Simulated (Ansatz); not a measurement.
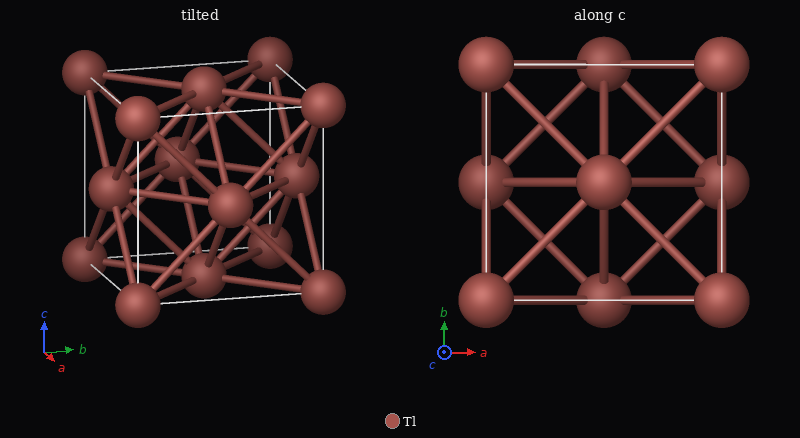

A ball-and-stick rendering, viewed slightly off an axis and along the c axis. The conventional unit cell is outlined; an atom on or near a face, edge or corner is repeated at each equivalent position. Cell: a = 5.055 Å, b = 5.055 Å, c = 5.055 Å, α = 90.00°, β = 90.00°, γ = 90.00°.

Caption:

- The element is thallium.
- The symmetry is that of Fm-3m (No. 225), on a face-centred cubic lattice.
- The prototype is face-centred cubic (Cu type).
- The cell holds four atoms.
- The neighbours of Tl are twelve Tl in a cuboctahedral arrangement at about 3.6 Å.
- The bonds build a three-dimensional framework.

Source of the structure: a structure listed in the Materials Project. The cell was then strained or its atoms displaced on purpose. It went into a calculation with Ansatz.
